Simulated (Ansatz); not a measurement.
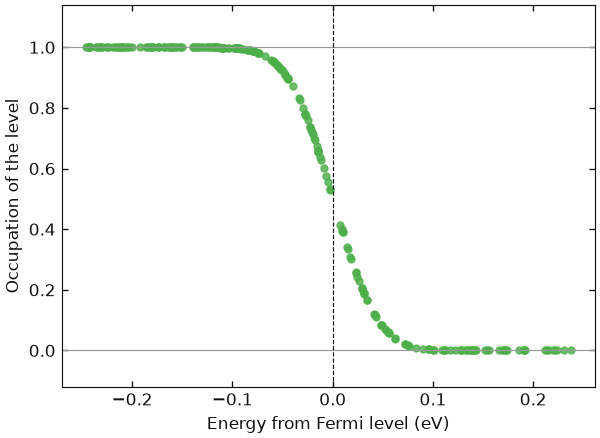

Occupations of the one-electron levels of the k mesh against their energy, from a run on Pd, space group P6_3/mmc, 2 atoms in the cell, with Ansatz.

> Name the smearing function and its width.

Gaussian smearing with a width of 0.05 eV. The occupations stay between 0 and 1 and die off fast, as an error function; the slope at the Fermi level is 1/(√π × width).
